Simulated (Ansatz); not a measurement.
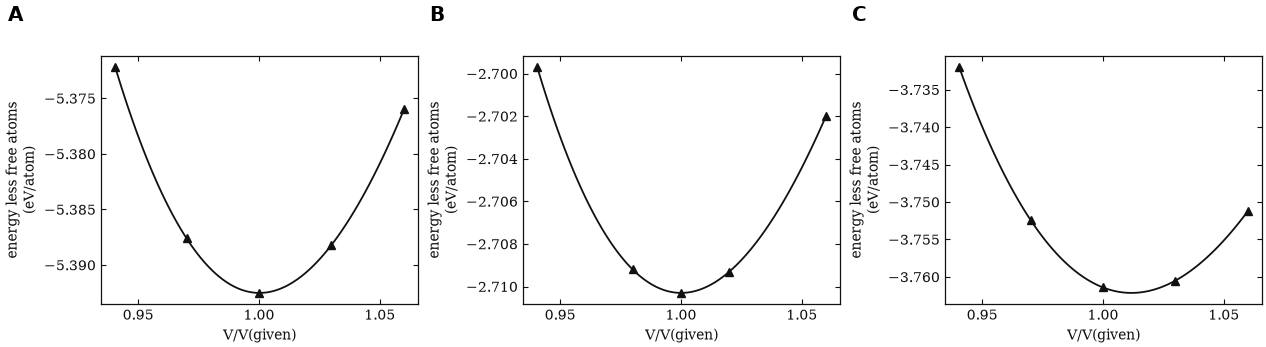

Each panel shows the energy less free atoms against V/V(given) for one of these solids: AgCl, F-43m (No. 216), 27.8 Å³/atom; BP, Fm-3m (No. 225), 10.1 Å³/atom; Cu, Fm-3m (No. 225), 11.8 Å³/atom.

Calculation (Ansatz 0.2.0): periodic Kohn-Sham DFT of a crystal at fixed atoms, scaled to the stated factor times the given cell; pressure positive in compression, energy less spherical unpolarised free atoms. Level: PBE.

**Match the panels to the solids.**

A is BP (energy less free atoms from −5.3925 eV/atom to −5.3722 eV/atom, V0 10.08 Å³/atom, B0 163 GPa); B is AgCl (energy less free atoms from −2.7103 eV/atom to −2.6997 eV/atom, V0 27.81 Å³/atom, B0 30.2 GPa); C is Cu (energy less free atoms from −3.7614 eV/atom to −3.7320 eV/atom, V0 11.95 Å³/atom, B0 141 GPa).
